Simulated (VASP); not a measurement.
Band-structure run of AlAs

System: AlAs (2 atoms in the cell).
Method: Kohn-Sham DFT of a periodic cell, PBE, VASP PAW PBE potentials, recommended, no spin polarisation (VASP 6.6.1).

The structure derives from an entry of the Crystallography Open Database.

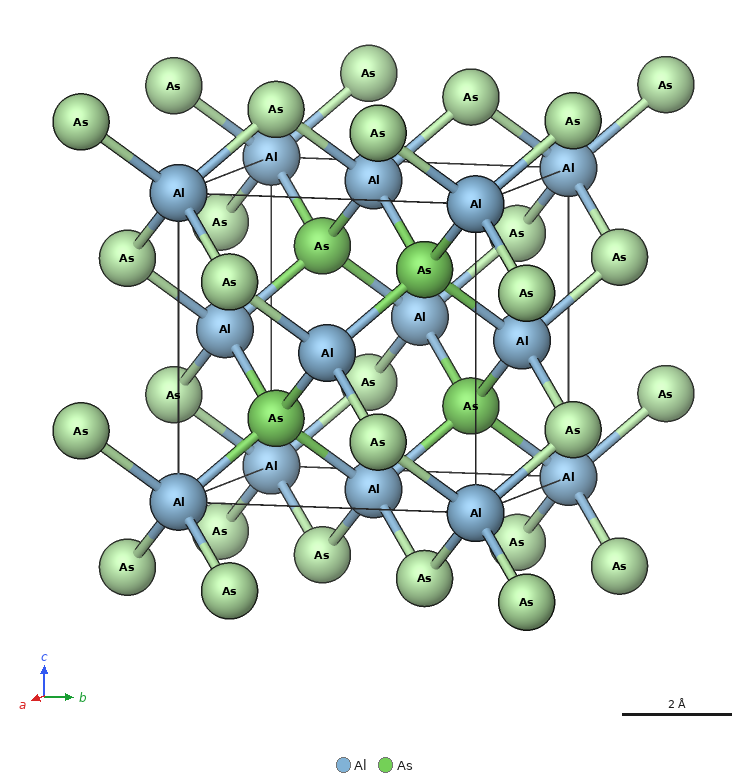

*The structure as given in the input (ball-and-stick view of the cell 4 times as large as that of the calculation, set on its symmetry axes, seen slightly off an axis; neighbours outside the cell are drawn fainter).*

Near neighbours in the crystal (not all of them lie inside the picture): Al has 4 As at 2.48 Å; As has 4 Al at 2.48 Å.

### INCAR
```
SYSTEM = AlAs
PREC = Accurate
ENCUT = 520
EDIFF = 1E-6
ISMEAR = 0
SIGMA = 0.02
LREAL = .False.
LASPH = .True.
NELM = 80
ALGO = Normal
ISIF = 2
LWAVE = .False.
LCHARG = .False.
GGA = PE
```

### KPOINTS
```
Automatic mesh
0
Gamma
  8 8 8
  0 0 0
```

### KPOINTS_OPT
```
path GXWKGLUWLK,UX
20
line-mode
reciprocal
 0.0000000000  0.0000000000  0.0000000000  G
 0.5000000000  0.0000000000  0.5000000000  X

 0.5000000000  0.0000000000  0.5000000000  X
 0.5000000000  0.2500000000  0.7500000000  W

 0.5000000000  0.2500000000  0.7500000000  W
 0.3750000000  0.3750000000  0.7500000000  K

 0.3750000000  0.3750000000  0.7500000000  K
 0.0000000000  0.0000000000  0.0000000000  G

 0.0000000000  0.0000000000  0.0000000000  G
 0.5000000000  0.5000000000  0.5000000000  L

 0.5000000000  0.5000000000  0.5000000000  L
 0.6250000000  0.2500000000  0.6250000000  U

 0.6250000000  0.2500000000  0.6250000000  U
 0.5000000000  0.2500000000  0.7500000000  W

 0.5000000000  0.2500000000  0.7500000000  W
 0.5000000000  0.5000000000  0.5000000000  L

 0.5000000000  0.5000000000  0.5000000000  L
 0.3750000000  0.3750000000  0.7500000000  K

 0.6250000000  0.2500000000  0.6250000000  U
 0.5000000000  0.0000000000  0.5000000000  X
```

### POSCAR
```
AlAs
1.0
    0.0000000000      2.8642080000      2.8642080000
    2.8642080000      0.0000000000      2.8642080000
    2.8642080000      2.8642080000      0.0000000000
Al As
1 1
Direct
    0.0000000000      0.0000000000      0.0000000000
    0.2500000000      0.2500000000      0.2500000000
```

Run as:
```bash
cat potpaw_PBE.64/Al/POTCAR potpaw_PBE.64/As/POTCAR > POTCAR
mpirun -np 1 vasp_std > vasp.out
```

### OSZICAR
```
N       E                     dE             d eps       ncg     rms          rms(c)
DAV:   1     0.147916754909E+02    0.14792E+02   -0.31869E+03   464   0.757E+02
DAV:   2    -0.898840087956E+01   -0.23780E+02   -0.23359E+02   648   0.898E+01
DAV:   3    -0.960007705002E+01   -0.61168E+00   -0.61168E+00   608   0.195E+01
DAV:   4    -0.960285306947E+01   -0.27760E-02   -0.27760E-02   712   0.141E+00
DAV:   5    -0.960286387855E+01   -0.10809E-04   -0.10809E-04   600   0.664E-02    0.312E+00
DAV:   6    -0.941769882022E+01    0.18517E+00   -0.40690E-01   488   0.288E+00    0.181E+00
DAV:   7    -0.938720838065E+01    0.30490E-01   -0.17415E-01   608   0.204E+00    0.673E-01
DAV:   8    -0.938771927208E+01   -0.51089E-03   -0.10400E-02   472   0.627E-01    0.109E-01
DAV:   9    -0.938787671016E+01   -0.15744E-03   -0.32298E-04   688   0.140E-01    0.668E-02
DAV:  10    -0.938802211351E+01   -0.14540E-03   -0.21521E-04   512   0.103E-01    0.106E-02
DAV:  11    -0.938802319131E+01   -0.10778E-05   -0.26857E-05   648   0.251E-02    0.386E-03
DAV:  12    -0.938802374219E+01   -0.55087E-06   -0.18099E-06   528   0.103E-02
   1 F= -.93880237E+01 E0= -.93880237E+01  d E =-.439890E-11
       N       E                     dE             ncg
DAV:   1     0.526091638347E+03   -0.48672E+04      472
DAV:   2    -0.148645521138E+03   -0.67474E+03      680
DAV:   3    -0.163541988249E+03   -0.14896E+02      696
DAV:   4    -0.163579662969E+03   -0.37675E-01      816
DAV:   5    -0.163579860526E+03   -0.19756E-03      640
DAV:   6    -0.163579864297E+03   -0.37711E-05      816
DAV:   7    -0.163579864402E+03   -0.10522E-06      624
       N       E                     dE             ncg
DAV:   1     0.217676953384E+03   -0.82076E+04      464
DAV:   2    -0.330782312089E+03   -0.54846E+03      600
DAV:   3    -0.343634815142E+03   -0.12853E+02      512
DAV:   4    -0.343720579005E+03   -0.85764E-01      648
DAV:   5    -0.343721482489E+03   -0.90348E-03      552
DAV:   6    -0.343721501639E+03   -0.19150E-04      704
DAV:   7    -0.343721501764E+03   -0.12523E-06      512
       N       E                     dE             ncg
DAV:   1     0.618398931960E+03   -0.32056E+04      464
DAV:   2    -0.622840065225E+02   -0.68068E+03      696
DAV:   3    -0.780386758086E+02   -0.15755E+02      592
DAV:   4    -0.781087379338E+02   -0.70062E-01      640
DAV:   5    -0.781095176835E+02   -0.77975E-03      600
DAV:   6    -0.781095359363E+02   -0.18253E-04      592
DAV:   7    -0.781095363909E+02   -0.45462E-06      536
       N       E                     dE             ncg
DAV:   1     0.520551075704E+03   -0.59017E+04      464
DAV:   2    -0.161772907420E+03   -0.68232E+03      592
DAV:   3    -0.181620944597E+03   -0.19848E+02      576
DAV:   4    -0.181722413029E+03   -0.10147E+00      672
DAV:   5    -0.181722676980E+03   -0.26395E-03      608
DAV:   6    -0.181722680481E+03   -0.35015E-05      712
DAV:   7    -0.181722680487E+03   -0.54622E-08      600
       N       E                     dE             ncg
DAV:   1     0.270021572009E+03   -0.80283E+04      464
DAV:   2    -0.324227734985E+03   -0.59425E+03      552
DAV:   3    -0.339791235746E+03   -0.15564E+02      528
DAV:   4    -0.339895851947E+03   -0.10462E+00      680
DAV:   5    -0.339896736281E+03   -0.88433E-03      528
DAV:   6    -0.339896764041E+03   -0.27760E-04      704
DAV:   7    -0.339896764513E+03   -0.47242E-06      568
       N       E                     dE             ncg
DAV:   1     0.394933645949E+03   -0.72183E+04      472
DAV:   2    -0.222388130557E+03   -0.61732E+03      568
DAV:   3    -0.240874152905E+03   -0.18486E+02      568
DAV:   4    -0.240968421568E+03   -0.94269E-01      744
DAV:   5    -0.240968620455E+03   -0.19889E-03      568
DAV:   6    -0.240968622486E+03   -0.20310E-05      776
DAV:   7    -0.240968622489E+03   -0.30437E-08      600
       N       E                     dE             ncg
DAV:   1     0.109014521731E+04   -0.70931E+04      424
DAV:   2     0.528117284900E+03   -0.56203E+03      520
DAV:   3     0.513676731820E+03   -0.14441E+02      656
DAV:   4     0.513630834564E+03   -0.45897E-01      792
DAV:   5     0.513630820984E+03   -0.13579E-04      592
DAV:   6     0.513630820881E+03   -0.10303E-06      800
```

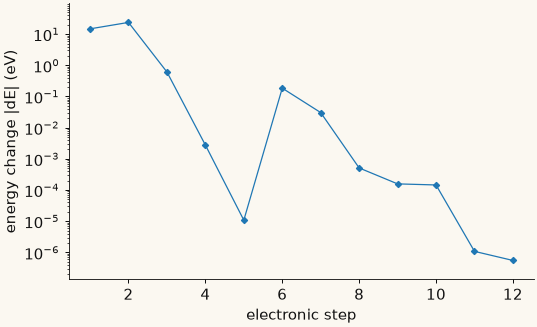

*Convergence of the self-consistent field: energy change |dE| against the electronic step.*

It takes 12 electronic steps. The density is held fixed in the first few steps, and dE rises again when its update begins.

### Parts of OUTCAR
```
SYSTEM = AlAs
   PREC = Accurate
   ENCUT = 520
   EDIFF = 1E-6
   ISMEAR = 0
   LREAL = .False.
   LASPH = .True.
   NELM = 80
   ISIF = 2
   GGA = PE

 ion  position               nearest neighbor table
   1  0.000  0.000  0.000-   2 2.48   2 2.48   2 2.48   2 2.48
   2  0.250  0.250  0.250-   1 2.48   1 2.48   1 2.48   1 2.48

  LATTYP: Found a face centered cubic cell.
 ALAT       =     5.7284160000

  Lattice vectors:

 A1 = (   0.0000000000,   2.8642080000,   2.8642080000)
 A2 = (   2.8642080000,   0.0000000000,   2.8642080000)
 A3 = (   2.8642080000,   2.8642080000,   0.0000000000)

Analysis of symmetry for initial positions (statically):
=====================================================================
 Subroutine PRICEL returns:
 Original cell was already a primitive cell.

 Routine SETGRP: Setting up the symmetry group for a
 face centered cubic supercell.

 Subroutine GETGRP returns: Found 24 space group operations
 (whereof 24 operations were pure point group operations)
 out of a pool of 48 trial point group operations.

The static configuration has the point symmetry T_d .

Analysis of symmetry for dynamics (positions and initial velocities):
=====================================================================
 Subroutine PRICEL returns:
 Original cell was already a primitive cell.

 Routine SETGRP: Setting up the symmetry group for a
 face centered cubic supercell.

 Subroutine GETGRP returns: Found 24 space group operations
 (whereof 24 operations were pure point group operations)
 out of a pool of 48 trial point group operations.

The dynamic configuration has the point symmetry T_d .

 Subroutine INISYM returns: Found 24 space group operations
 (whereof 24 operations are pure point group operations),
 and found     1 'primitive' translations

----------------------------------------------------------------------------------------

                                     Primitive cell

  volume of cell :      46.9941

  direct lattice vectors                    reciprocal lattice vectors
     0.000000000  2.864208000  2.864208000    -0.174568327  0.174568327  0.174568327
     2.864208000  0.000000000  2.864208000     0.174568327 -0.174568327  0.174568327
     2.864208000  2.864208000  0.000000000     0.174568327  0.174568327 -0.174568327

  length of vectors
     4.050601799  4.050601799  4.050601799     0.302361213  0.302361213  0.302361213

  position of ions in fractional coordinates (direct lattice)
     0.000000000  0.000000000  0.000000000
     0.250000000  0.250000000  0.250000000

  ion indices of the primitive-cell ions
   primitive index   ion index
                 1           1
                 2           2

----------------------------------------------------------------------------------------

 KPOINTS: Automatic mesh

Automatic generation of k-mesh.
 Grid dimensions read from file:
 generate k-points for:    8    8    8

 Generating k-lattice:

  Cartesian coordinates                     Fractional coordinates (reciprocal lattice)
    -0.021821041  0.021821041  0.021821041     0.125000000  0.000000000  0.000000000
     0.021821041 -0.021821041  0.021821041     0.000000000  0.125000000  0.000000000
     0.021821041  0.021821041 -0.021821041     0.000000000  0.000000000  0.125000000

  Length of vectors
     0.037795152  0.037795152  0.037795152

  Shift w.r.t. Gamma in fractional coordinates (k-lattice)
     0.000000000  0.000000000  0.000000000

 Subroutine IBZKPT returns following result:
 ===========================================

 Found     29 irreducible k-points:

 Following reciprocal coordinates:
            Coordinates               Weight
  0.000000  0.000000  0.000000      1.000000
  0.125000  0.000000  0.000000      8.000000
  0.250000  0.000000  0.000000      8.000000
  0.375000  0.000000  0.000000      8.000000
  0.500000  0.000000  0.000000      4.000000
  0.125000  0.125000  0.000000      6.000000
  0.250000  0.125000  0.000000     24.000000
  0.375000  0.125000  0.000000     24.000000
  0.500000  0.125000  0.000000     24.000000
 -0.375000  0.125000  0.000000     24.000000
 -0.250000  0.125000  0.000000     24.000000
 -0.125000  0.125000  0.000000     12.000000
  0.250000  0.250000  0.000000      6.000000
  0.375000  0.250000  0.000000     24.000000
  0.500000  0.250000  0.000000     24.000000
 -0.375000  0.250000  0.000000     24.000000
 -0.250000  0.250000  0.000000     12.000000
  0.375000  0.375000  0.000000      6.000000
  0.500000  0.375000  0.000000     24.000000
 -0.375000  0.375000  0.000000     12.000000
  0.500000  0.500000  0.000000      3.000000
  0.375000  0.250000  0.125000     24.000000
  0.500000  0.250000  0.125000     48.000000
 -0.375000  0.250000  0.125000     24.000000
 [... further k-points ...]
   k-points           NKPTS =     29   k-points in BZ     NKDIM =     29   number of bands    NBANDS=      8
   number of dos      NEDOS =    301   number of ions     NIONS =      2
   total plane-waves  NPLWV =  27000
   dimension x,y,z NGX =    30 NGY =   30 NGZ =   30
   dimension x,y,z NGXF=    60 NGYF=   60 NGZF=   60
   ions per type =               1   1
   NGX,Y,Z   is equivalent  to a cutoff of  12.31, 12.31, 12.31 a.u.
   NGXF,Y,Z  is equivalent  to a cutoff of  24.63, 24.63, 24.63 a.u.
 SYSTEM =  AlAs
   PREC   = accura    normal or accurate (medium, high low for compatibility)
   ISTART =      0    job   : 0-new  1-cont  2-samecut
   ICHARG =      2    charge: 1-file 2-atom 10-const
   ISPIN  =      1    spin polarized calculation?
   LNONCOLLINEAR =      F non collinear calculations
   LSORBIT =      F    spin-orbit coupling
   LASPH  =      T    aspherical Exc in radial PAW
   ENCUT  =  520.0 eV  38.22 Ry    6.18 a.u.   7.53  7.53  7.53*2*pi/ulx,y,z
   NELM   =     80;   NELMIN=  2; NELMDL= -5     # of ELM steps
   EDIFF  = 0.1E-05   stopping-criterion for ELM
   LREAL  =      F    real-space projection
   EDIFFG = 0.1E-04   stopping-criterion for IOM
   NSW    =      0    number of steps for IOM
   IBRION =     -1    ionic relax: 0-MD 1-quasi-New 2-CG
   NFREE  =      0    steps in history (QN), initial steepest desc. (CG)
   ISIF   =      2    stress and relaxation
   ISYM   =      2    0-nonsym 1-usesym 2-fastsym
   POTIM  = 0.5000    time-step for ionic-motion
   TEBEG  =    0.0;   TEEND  =   0.0 temperature during run
   PSTRESS=    0.0 pullay stress
   NELECT =       8.0000    total number of electrons
   NUPDOWN=      -1.0000    fix difference up-down
   EMIN   =  10.00;   EMAX   =-10.00  energy-range for DOS
   EFERMI =   0.00;   METHOD = LEGACY
   ISMEAR =     0;   SIGMA  =   0.02  broadening in eV -4-tet -1-fermi 0-gaus
   EFERMI_NEDOS =   21; number of points for ismear=-14 and -15
   IALGO  =     38    algorithm
   IMIX   =      4    mixing-type and parameters
     AMIX     =   0.40;   BMIX     =  1.00
     AMIX_MAG =   1.60;   BMIX_MAG =  1.00
  volume/ion in A,a.u.               =      23.50       158.57
  Fermi-wavevector in a.u.,A,eV,Ry     =   0.907313  1.714572 11.200536  0.823216
  Thomas-Fermi vector in A             =   2.031105
   LORBIT       =      0    0 simple, 1 ext, 2 COOP (PROOUT), +10 PAW based schemes
   GGA     = PE    functional components
   LHFCALC =     F    Hartree Fock is set to
   AEXX    =    0.0000 exact exchange contribution
   IVDW    =     0    specifies the selected vdW correction
   LEPSILON=     F    determine dielectric tensor
   LRPA    =     F    only Hartree local field effects (RPA)
 non-spin polarized calculation
 Gauss-broadening in eV      SIGMA  =   0.02
  energy-cutoff  :      520.00
  volume of cell :       46.99
 maximum number of plane-waves:      1283
   NGX = 15   NGY = 15   NGZ = 15

 number of electron       7.9999999 magnetization

 Free energy of the ion-electron system (eV)
  ---------------------------------------------------
  ext. energy  EPLUGINS =         0.00000000
  ---------------------------------------------------
  free energy    TOTEN  =        -9.38802374 eV

  energy without entropy =       -9.38802374  energy(sigma->0) =       -9.38802374

 E-fermi :   3.6727     XC(G=0):  -8.9036     alpha+bet : -9.9170

 val. band max:        3.5914406803   @ k =   0.0000   0.0000   0.0000
 cond. band min:       5.0865169415   @ k =   0.5000   0.5000   0.0000
 fundamental gap:      1.4950762612
 Fermi energy:         3.6727438120

 k-point     1 :       0.0000    0.0000    0.0000
  band No.  band energies     occupation
      1      -8.0778      2.00000
      2       3.5914      2.00000
      3       3.5914      2.00000
      4       3.5914      2.00000
      5       5.3721      0.00000
      6       7.8182      0.00000
      7       7.8182      0.00000
      8       7.8182      0.00000

 k-point     2 :       0.1250    0.0000    0.0000
  band No.  band energies     occupation
      1      -7.9318      2.00000
      2       2.1670      2.00000
      3       3.4359      2.00000
      4       3.4359      2.00000
      5       6.1719      0.00000
      6       8.0911      0.00000
      7       8.0911      0.00000
      8       8.1752      0.00000

 k-point     3 :       0.2500    0.0000    0.0000
  band No.  band energies     occupation
      1      -7.5283      2.00000
      2       0.2678      2.00000
      3       3.1279      2.00000
      4       3.1279      2.00000
      5       6.0581      0.00000
      6       8.4361      0.00000
      7       8.4361      0.00000
      8       9.8369      0.00000

 k-point     4 :       0.3750    0.0000    0.0000
  band No.  band energies     occupation
      1      -7.0110      2.00000
      2      -1.2201      2.00000
      3       2.8810      2.00000
      4       2.8810      2.00000
      5       5.7294      0.00000
      6       8.3498      0.00000
      7       8.3498      0.00000
      8      11.1834      0.00000

 k-point     5 :       0.5000    0.0000    0.0000
  band No.  band energies     occupation
      1      -6.7380      2.00000
      2      -1.8254      2.00000
      3       2.7911      2.00000
      4       2.7911      2.00000
      5       5.6028      0.00000
      6       8.2446      0.00000
      7       8.2446      0.00000
      8      11.2731      0.00000

 [... the levels of 18 k-points are left out ...]

 k-point    24 :      -0.3750    0.2500    0.1250
  band No.  band energies     occupation
      1      -6.4908      2.00000
      2      -1.5412      2.00000
      3       0.9903      2.00000
      4       2.1088      2.00000
      5       7.1711      0.00000
      6       7.8022      0.00000
      7      10.1295      0.00000
      8      11.0933      0.00000

 [... further k-points ...]

------------------------ aborting loop because EDIFF is reached ----------------------------------------

  FORCE on cell =-STRESS in cart. coord.  units (eV):
  Direction    XX          YY          ZZ          XY          YZ          ZX
  --------------------------------------------------------------------------------------
  -------------------------------------------------------------------------------------
  Total        0.0478789      0.0478789      0.0478789      0.0000000      0.0000000     -0.0000000
  in kB        1.6323417      1.6323417      1.6323417      0.0000000      0.0000000     -0.0000000
  external PRESSURE =       1.6323417 kB  Pullay stress =       0.0000000 kB

 VOLUME and BASIS-vectors are now :
 -----------------------------------------------------------------------------
  energy-cutoff  :      520.00
  volume of cell :       46.99
      direct lattice vectors                 reciprocal lattice vectors
     0.000000000  2.864208000  2.864208000    -0.174568327  0.174568327  0.174568327
     2.864208000  0.000000000  2.864208000     0.174568327 -0.174568327  0.174568327
     2.864208000  2.864208000  0.000000000     0.174568327  0.174568327 -0.174568327

 POSITION                                       TOTAL-FORCE (eV/Angst)
 -----------------------------------------------------------------------------------
      0.00000      0.00000      0.00000         0.000000      0.000000      0.000000
      1.43210      1.43210      1.43210        -0.000000     -0.000000     -0.000000
 -----------------------------------------------------------------------------------
    total drift:                               -0.000000     -0.000000     -0.000000

  FREE ENERGIE OF THE ION-ELECTRON SYSTEM (eV)
  ---------------------------------------------------
  free  energy   TOTEN  =        -9.3880237422 eV

  energy  without entropy=       -9.3880237422  energy(sigma->0) =       -9.38802374
```

### CONTCAR
```
AlAs
   1.00000000000000
     0.0000000000000000    2.8642080000000001    2.8642080000000001
     2.8642080000000001    0.0000000000000000    2.8642080000000001
     2.8642080000000001    2.8642080000000001    0.0000000000000000
  Al              As
     1     1
Direct
     0.0000000000000000    0.0000000000000000    0.0000000000000000
     0.2500000000000000    0.2500000000000000    0.2500000000000000

  0.00000000E+00  0.00000000E+00  0.00000000E+00
  0.00000000E+00  0.00000000E+00  0.00000000E+00
```

### Summary

```json
{"quantity": "outcome", "value": "converged"}
{"quantity": "space group (tolerance 0.01 Å)", "value": "F-43m (216)"}
{"quantity": "electrons treated", "value": "8"}
{"quantity": "free energy", "value": "−9.3880 eV"}
{"quantity": "Fermi energy of the self-consistent step", "value": "3.673 eV"}
{"quantity": "gap on the k-point mesh", "value": "1.50 eV"}
{"quantity": "gap on the band path", "value": "1.49 eV"}
{"quantity": "pressure", "value": "0.16 GPa"}
{"quantity": "largest force (length of the vector)", "value": "under 0.001 eV/Å"}
{"quantity": "hardware", "value": "1 thread of AMD EPYC (Zen 5), 450 GiB of memory available, shared host"}
{"quantity": "wall time", "value": "28 s"}
{"quantity": "peak memory", "value": "0.14 GiB"}
```
